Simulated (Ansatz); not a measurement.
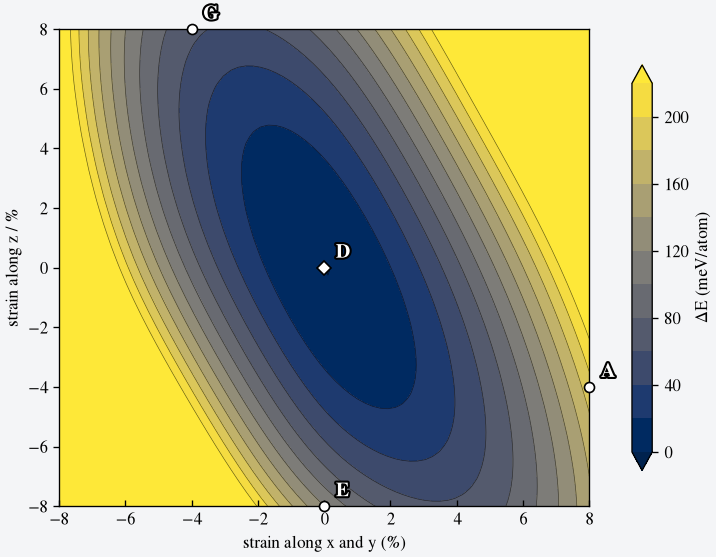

Ta3N (P-3m1, No. 164; 4 atoms in the cell). The cell is strained homogeneously, by one strain along x and y and another along z, with fractional coordinates fixed (x along [1 0 0], z along [0 0 1] of the conventional cell). First axis: strain along x and y. Second axis: strain along z. The grid has 5 × 5 points. Energies are in meV/atom, from the lowest grid point. The calculation used Ansatz 0.2.0, DFT PBEsol, scalar-relativistic, plane waves, PAW. Settings: cutoff 420 eV, k-mesh 18×18×8 in the order of the run's cell vectors, gaussian smearing 0.15 eV, no spin polarisation.

Drawn: filled contours, one colour for all values above the top of the scale, lettered points. Between grid points the surface is interpolated.

Is D the lowest point of the computed grid?

Yes. D, at strain along x and y = 0 %, strain along z = 0 %, has the lowest energy of the grid.

Rank the lettered points by energy, lowest first.

D (0 meV/atom), G (66 meV/atom), E (120 meV/atom), A (192 meV/atom).
